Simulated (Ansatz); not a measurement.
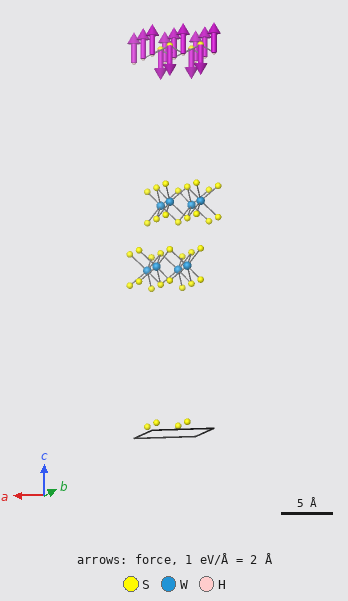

Starting geometry of a slab of composition HW₂S₆ (cut from the P-3m1 phase) with the computed forces as purple arrows. The picture is a ball-and-stick view of the 2 × 2 repeat of the cell, outlined in the plane, without the vacuum, seen from a free direction.

Case: H put at a hollow S-S-S site. The slab is the (0 0 1) face of WS2 with H on it. 4 atoms are held fixed.

Level of theory: Ansatz, DFT PBEsol, scalar-relativistic, plane waves, PAW.

Input
```yaml
crystal:
  lattice:
    - [3.1458813763, 0.0, 0.0]
    - [-1.5729406882, 2.7244131892, 0.0]
    - [0.0, 0.0, 56.6583027773]
  atoms:
    - { symbol: S, position: [0.6666666667, 0.3333333333, 0.1500221429] }
    - { symbol: S, position: [0.3333333333, 0.6666666667, 0.3987207903] }
    - { symbol: W, position: [0.6666666667, 0.3333333333, 0.4263724766] }
    - { symbol: S, position: [0.3333333333, 0.6666666667, 0.4540446911] }
    - { symbol: S, position: [0.6666666667, 0.3333333333, 0.5106559812] }
    - { symbol: W, position: [0.3333333333, 0.6666666667, 0.5383281957] }
    - { symbol: S, position: [0.6666666667, 0.3333333333, 0.5659798819] }
    - { symbol: S, position: [0.3333333333, 0.6666666667, 0.8146785293] }
    - { symbol: H, position: [0.0, 0.0, 0.797734852], spin: 1.0 }
basis:
  ecutwfc: 420
kpoints:
  mp_grid: { grid: [9, 9, 1] }
hamiltonian:
  xc: pbesol
scf:
  occupations: { method: gaussian, width: 0.05 }
output:
  forces: true
  eigenvalues: true
  populations: true
magnetization:
  spin_polarized: true
relax:
  adjacent_minimum: "off"
  f_tol: 0.03
  max_steps: 70
  constraints: [{ sites: [0, 1, 2, 3] }]
efield:
  axis: 3
  dipole_correction: true
  ramp_width: 0.04
```

Launched with:
```bash
ansatz run input.yaml --threads 2 --pin off --max-ram 5120MiB --backend cpu --events-out ev --progress --plain --runs-dir out
```

What follows when this structure is relaxed?

Answer. It isn't relaxed: the largest force vector, on S atoms, is 1.53 eV/Å. The atoms end up moving mostly along the starting forces (cosine between the two patterns 1.00). The energy falls by 0.446 eV per cell of the calculation in 5 accepted moves (6 points after the start). Largest force component: 1.5 eV/Å at the start, 0.01 eV/Å at the end. 1 step only repeated the SCF at the same geometry. The largest moves, 0.49 Å, are those of S8 and H9. S8 goes along the normal (−c). By element the largest moves are S 0.49 Å, H 0.49 Å, W 0.02 Å. The cell stays as it was. Some distances before and after: S8–H9 2.054 → 1.816 Å. The run may lie on a higher electronic state than the lowest, so the end point isn't shown to be the ground-state structure. The run took 26 min on 2 threads of Intel(R) Xeon(R) Processor @ 2.50GHz (Skylake/Cascade Lake), on a shared host, peak memory 1.4 GiB.

Limits of the set-up: the periodic images lie only 3.1 Å apart, so the values are limited by the cell's size.
